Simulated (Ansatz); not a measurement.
# Wannier-function calculation, with input and output: InSe (part 1 of 2)

The run: Wannier-function calculation of InSe (8 atoms in the cell). Method and program: maximally localised Wannier functions of PBE bands, plane waves, PAW, no spin polarisation (Ansatz 0.2.0).

The structure derives from an entry of the Crystallography Open Database. The geometry comes from this level: r2scan-rvv10. It belongs to a series of runs on one base structure; here: anion s p.

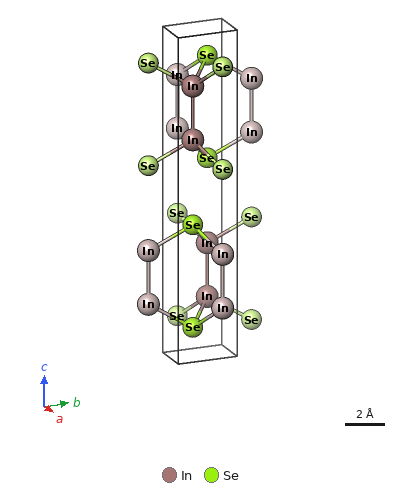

The structure (ball-and-stick view of the cell of the calculation, seen slightly off an axis; neighbours outside the cell are drawn fainter).

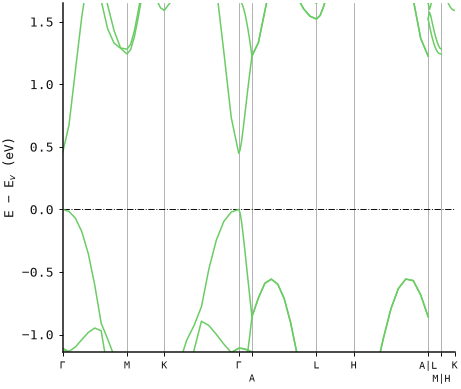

Band structure along Γ–M–K–Γ–A–L–H–A|L–M|H–K, with energies from the valence-band top. There is a gap of 0.45 eV on this path, direct, at Γ.

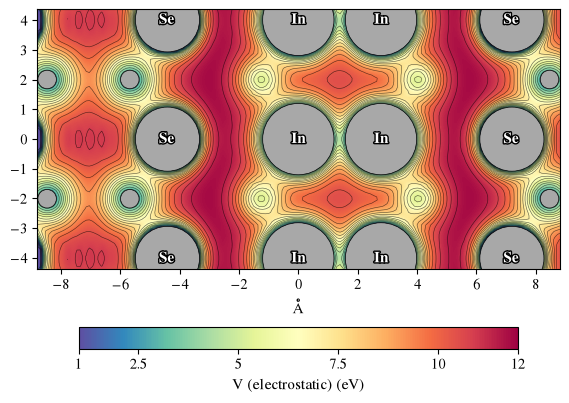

Electrostatic potential energy of an electron on the (11̄0) plane of the conventional cell. Grey discs, where drawn, cover atomic cores. The section cuts through In and Se sites. Outside the cores the potential energy rises away from the atoms and is highest about 2.1 Å from the nearest atoms; outside the discs it spans about 10 eV, and its zero is arbitrary. The fields are those of the smooth PAW valence density.

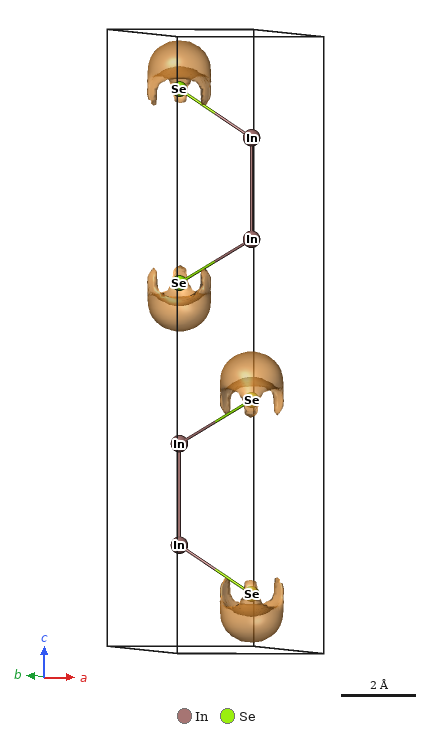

Isosurface of the electron localisation function at 0.8 (orange), seen at an oblique angle. Core shells and regions of very low density are left out. Sticks mark near contacts. The outline is the cell set on symmetry axes. Along the contacts the grid gives the following. In–Se (2.64 Å): the ELF is about 0.50 at the midpoint. In–In (2.79 Å): the ELF is about 0.55 at the midpoint.

The input that produced these results follows, with the program's output.

Input file
```yaml
crystal:
  lattice:
    - [4.0181119053, 0.0, 0.0]
    - [-2.0090559527, 3.4797869852, 0.0]
    - [0.0, 0.0, 16.9256135378]
  atoms:
    - { symbol: In, position: [0.3333333333, 0.6666666667, 0.1677023332] }
    - { symbol: In, position: [0.6666666667, 0.3333333333, 0.6677023332] }
    - { symbol: In, position: [0.3333333333, 0.6666666667, 0.3322976668] }
    - { symbol: In, position: [0.6666666667, 0.3333333333, 0.8322976668] }
    - { symbol: Se, position: [0.3333333333, 0.6666666667, 0.5927860119] }
    - { symbol: Se, position: [0.6666666667, 0.3333333333, 0.0927860119] }
    - { symbol: Se, position: [0.3333333333, 0.6666666667, 0.9072139881] }
    - { symbol: Se, position: [0.6666666667, 0.3333333333, 0.4072139881] }
kpoints:
  mp_grid: { grid: [6, 6, 2] }
  band_path:
    path:
      - [[0.0, 0.0, 0.0], [0.5, 2.829180953162e-17, 2.54524421968e-19], [0.3333333333333, 0.3333333333333, 5.090488439319e-19], [0.0, 0.0, 0.0], [1.497013350227e-47, 1.113636255306e-36, 0.5], [0.5, 2.830263917618e-17, 0.5], [0.3333333333333, 0.3333333333333, 0.5], [1.497013350227e-47, 1.113636255306e-36, 0.5]]
      - [[0.5, 2.830263917618e-17, 0.5], [0.5, 2.829180953162e-17, 2.54524421968e-19]]
      - [[0.3333333333333, 0.3333333333333, 0.5], [0.3333333333333, 0.3333333333333, 5.090488439319e-19]]
    npoints: 10
hamiltonian:
  xc: pbe
scf:
  occupations: { method: fixed }
  n_extra_bands: 6
output:
  forces: false
  stress: false
  eigenvalues: true
  wannier:
    kmesh: [6, 6, 2]
    projections: [{ species: Se, l: s, shell: 4 }, { species: Se, l: p, shell: 4 }]
    minimise: true
    write_hr: true
    conv_tol: 1.0e-08
    max_iter: 3000
  write_density: true
  write_potential: true
  elf: true
  volumetric_format: npy
```

File wannier.win
```
! ansatz wannier90 interface
! projections by site (counted from 0) and shell: 4 4S, 5 4S, 6 4S, 7 4S, 4 4P, 5 4P, 6 4P, 7 4P
! states of the run's bands (counted from 1): 41-44, 47-58
! their least projectability: 0.3023
num_bands = 16
num_wann  = 16
num_iter  = 2000
conv_tol = 1e-8
conv_window = 5
guiding_centres = true
write_hr = true

begin unit_cell_cart
Ang
        4.018111905277776   2.8867310417502406e-11                      0.0
      -2.0090559526638883       3.4797869852048127                      0.0
                      0.0                      0.0            16.9256135378
end unit_cell_cart

begin atoms_frac
In        0.3333333333333333       0.6666666666666666             0.1677023332
In        0.6666666666666666       0.3333333333333333             0.6677023332
In        0.3333333333333333       0.6666666666666666             0.3322976668
In        0.6666666666666666       0.3333333333333333             0.8322976668
Se        0.3333333333333333       0.6666666666666666             0.5927860119
Se        0.6666666666666666       0.3333333333333333             0.0927860119
Se        0.3333333333333333       0.6666666666666666             0.9072139881
Se        0.6666666666666666       0.3333333333333333             0.4072139881
end atoms_frac

mp_grid = 6 6 2
```

Launch command:
```bash
ansatz run input.yaml --threads 4 --pin off --max-ram 5529MiB --backend cpu --events-out ev --progress --plain --runs-dir out
```

Log
```
scf.n_extra_bands = 6 over 58 filled bands (N_el = 116.0): the run solves 64 bands
Engine: ansatz 0.2.0, aarch64-unknown-linux-gnu
Pseudopotentials: kind: paw
Pseudopotential: In, paw, valence charge 13, recommended cutoff 420 eV (normal), In.paw.azcp
Pseudopotential: Se, paw, valence charge 16, recommended cutoff 420 eV (normal), Se.paw.azcp
Functional definition: PBE
  parameter kappa = 0.804
  parameter beta = 0.06672455060314922
  exchange = pbe_x(kappa = kappa, mu = beta*pi^2/3)
  correlation = pbe_c(beta = beta)
Crystal: 8 atoms, lattice volume = 236.657 Å³
Basis set: ecut = 420 eV, 4653 PW (Γ)
Bands: 64, of which v1, the nominal top of the filled ones, is band 58 counted from 1 (57 counted from 0)
Symmetry: 24 space group operations
Space group: P63/mmc (ITA 194), of the structure as read, at distance tolerance 6.2e-5 Å
k-points: 14 of 72
Non-local potential: In, projectors of the file, l = 0: 2, l = 1: 2, l = 2: 2, l = 3: 2
Non-local potential: Se, projectors of the file, l = 0: 2, l = 1: 2, l = 2: 3, l = 3: 1
PAW form: soft (Blöchl's): semilocal exchange-correlation on the pseudo side does not see the compensation charge
PAW one-centre angular grid: In, 590 points (default); XC on 64 Gauss nodes
PAW one-centre angular grid: Se, 590 points (default); XC on 64 Gauss nodes
Initial density: superposition of atomic densities (neutral atoms: chi_scale 0, normalization atom), corrected by the library's trained network
Initial wavefunctions: pseudopotential atomic-orbital guess
Functional: x = pbe(κ = 0.804, μ = 0.2195149727645171), c = pbe(β = 0.06672455060314922)
SCF iter   1: F=—  HF=-44271.763566 eV  |F-HF|=—  |Δ(HF+E_count)|=         —  Δρ=1.49e-3  dr2=1.32e-2  ethr=1.77e-3  ⟨swp⟩=4.9  Hψ=3142  notcnv=0  defer=47
preconditioner: auto → Resta (q_TF=auto, 2.423 Å⁻¹)  ε∞=3.7  [insulator: Δε(μ)=0.443 eV  Ē_g=12.780 eV  n_scr=66 (ndim 8)  ℏωp=21.0 eV  f_vac=0.093  ε∞_Penn≈3.7]
SCF iter   2: F=—  HF=-44271.760485 eV  |F-HF|=—  |Δ(HF+E_count)|=   3.08e-3  Δρ=5.68e-4  dr2=7.14e-4  ethr=1.14e-5  ⟨swp⟩=2.4  Hψ=1598  notcnv=0  defer=56
SCF iter   3: F=—  HF=-44271.760772 eV  |F-HF|=—  |Δ(HF+E_count)|=   2.86e-4  Δρ=2.59e-4  dr2=1.50e-4  ethr=6.16e-7  ⟨swp⟩=2.0  Hψ=1081  notcnv=0  defer=56
SCF iter   4: F=—  HF=-44271.760922 eV  |F-HF|=—  |Δ(HF+E_count)|=   1.50e-4  Δρ=4.70e-5  dr2=7.38e-6  ethr=1.29e-7  ⟨swp⟩=2.0  Hψ=1134  notcnv=0  defer=43
SCF iter   5: F=—  HF=-44271.760963 eV  |F-HF|=—  |Δ(HF+E_count)|=   4.15e-5  Δρ=1.72e-5  dr2=7.65e-7  ethr=6.36e-9  ⟨swp⟩=2.0  Hψ=1407  notcnv=0  defer=28
SCF iter   6: F=-44271.760964 eV  HF=-44271.760964 eV  |F-HF|=6.58e-9  |Δ(HF+E_count)|=   9.69e-7  Δρ=4.68e-6  dr2=9.03e-8  ethr=8.62e-11  ⟨swp⟩=9.6  Hψ=3935  notcnv=0
SCF 1 converged in 6 iterations: F = -44271.760964 eV  dr2 = 9.03e-8
  greatest PAW one-centre occupation: 1.000 electrons in one spin orbital (limit 2), on the Se atom at site 6 (counted from 0), in its partial waves of l = 2
NSCF: frozen V_eff on 93 k-points
NSCF: frozen V_eff on 18 k-points
the Wannier pass solved 18 of the 72 points of its mesh, and has the states at the others by symmetry: states obtained by the crystal's operations at points that were solved too leave a residual of 3.27e-13 eV (read by the count's bands and the next), within 8.33e-6 eV
SCF converged after 6 iterations
Free energy (F): -44271.760964 eV
Harris-Foulkes:  -44271.760964 eV  (|F-HF|=6.58e-9)
Internal energy: -44271.760964 eV  (E = F + TS)
E sigma→0 (E₀):  -44271.760964 eV
Fermi energy:    7.104574 eV
--- Per-component energies (eV) ---
  E_band       = -1841.302050
  E_kinetic    = 1446.334444
  E_local      = -15931.727925  (includes V_loc(G=0)·N_el)
  E_nonlocal   = -914.213086
  E_hartree    = 7343.086506
  E_xc         = -1277.856060
  E_vxc        = -789.546838  (∫ρ·V_xc dr)
  E_paw        = -24265.403953  (= ΣΔE_a)
  E_vpaw       = -338.339722  (= ΣTr[D̂ρ^β])
  E_aug_tail   = -0.002292  (compensation charges beyond the density's cutoff)
  E_ewald      = -10671.978599
  E_smearing   = -0.000000  (= −TS)
  E_closure    = -0.000000  (closes the sum)
  Σ components = -44271.760964   (vs F -44271.760964, Δ=0.00e0)
--- Band table (eV; the first three rows and the last of 14) ---
  k-point 0: bands = ["-40.3126", "-40.3126", "-40.3126", "-40.3126", "-40.3126", "-40.3126", "-40.3126", "-40.3126", "-40.2834", "-40.2834", "-40.2834", "-40.2834", "-40.2832", "-40.2832", "-40.2832", "-40.2832", "-40.2725", "-40.2725", "-40.2724", "-40.2724", "-7.6762", "-7.6758", "-7.4857", "-7.4857", "-7.4854", "-7.4854", "-7.4006", "-7.4006", "-7.4005", "-7.4005", "-7.3898", "-7.3898", "-7.3898", "-7.3898", "-7.2098", "-7.2098", "-7.2097", "-7.2097", "-7.2004", "-7.1947", "-6.3648", "-6.2198", "-6.1367", "-5.9824", "0.8418", "1.1512", "2.9015", "3.7149", "5.6588", "5.7511", "5.7511", "5.8257", "5.8257", "5.9166", "5.9166", "5.9951", "5.9951", "7.1046", "7.5537", "8.7803", "9.2357", "9.2539", "11.3545", "11.3545"]
  k-point 1: bands = ["-40.3126", "-40.3126", "-40.3126", "-40.3126", "-40.3126", "-40.3126", "-40.3126", "-40.3126", "-40.2834", "-40.2834", "-40.2834", "-40.2834", "-40.2832", "-40.2832", "-40.2832", "-40.2832", "-40.2725", "-40.2725", "-40.2724", "-40.2724", "-7.6760", "-7.6760", "-7.4855", "-7.4855", "-7.4855", "-7.4855", "-7.4006", "-7.4006", "-7.4006", "-7.4006", "-7.3898", "-7.3898", "-7.3898", "-7.3898", "-7.2097", "-7.2097", "-7.2097", "-7.2097", "-7.1976", "-7.1976", "-6.3139", "-6.3139", "-6.0380", "-6.0380", "0.9795", "0.9795", "3.2819", "3.2819", "5.7801", "5.7801", "5.7801", "5.7801", "5.9642", "5.9642", "5.9642", "5.9642", "6.2471", "6.2471", "8.3304", "8.3304", "9.2490", "9.2490", "11.4119", "11.4119"]
  k-point 2: bands = ["-40.3126", "-40.3126", "-40.3126", "-40.3126", "-40.3125", "-40.3125", "-40.3125", "-40.3125", "-40.2834", "-40.2834", "-40.2834", "-40.2834", "-40.2833", "-40.2833", "-40.2832", "-40.2832", "-40.2724", "-40.2724", "-40.2724", "-40.2724", "-7.6813", "-7.6807", "-7.5701", "-7.5624", "-7.5094", "-7.4999", "-7.4822", "-7.4819", "-7.3970", "-7.3969", "-7.3820", "-7.3818", "-7.3759", "-7.3758", "-7.2527", "-7.2502", "-7.2121", "-7.2119", "-7.1224", "-7.1218", "-6.0810", "-5.9546", "-5.8742", "-5.7375", "1.0163", "1.2137", "2.9828", "3.2214", "4.4415", "4.5564", "4.7295", "5.3370", "5.4198", "5.5263", "5.6231", "5.7401", "6.0842", "6.8756", "8.7740", "9.2669", "9.7564", "10.0354", "10.7111", "10.9495"]
  k-point 13: bands = ["-40.3124", "-40.3124", "-40.3124", "-40.3124", "-40.3124", "-40.3124", "-40.3124", "-40.3124", "-40.2834", "-40.2834", "-40.2834", "-40.2834", "-40.2834", "-40.2834", "-40.2832", "-40.2832", "-40.2723", "-40.2723", "-40.2723", "-40.2723", "-7.8033", "-7.8033", "-7.7095", "-7.7095", "-7.6109", "-7.6109", "-7.5052", "-7.5052", "-7.3897", "-7.3897", "-7.3507", "-7.3507", "-7.3399", "-7.3399", "-7.2462", "-7.2462", "-7.2425", "-7.2425", "-7.0406", "-7.0406", "-4.9291", "-4.9291", "-4.8618", "-4.8618", "0.9024", "0.9024", "1.6649", "1.6649", "3.1475", "3.1475", "3.5725", "3.5725", "4.5618", "4.5618", "4.7791", "4.7791", "5.5417", "5.5417", "8.9208", "8.9208", "9.4865", "9.4865", "10.5944", "10.5944"]
Wannier search: line search 1 of at most 3000: gauge-dependent spread (as the search counts it) 12.6008938 Å², largest recent change 2.6e0 Å² and fall left 1.5e-1 Å² against conv_tol 1.0e-8 Å², 0 stops escaped
```
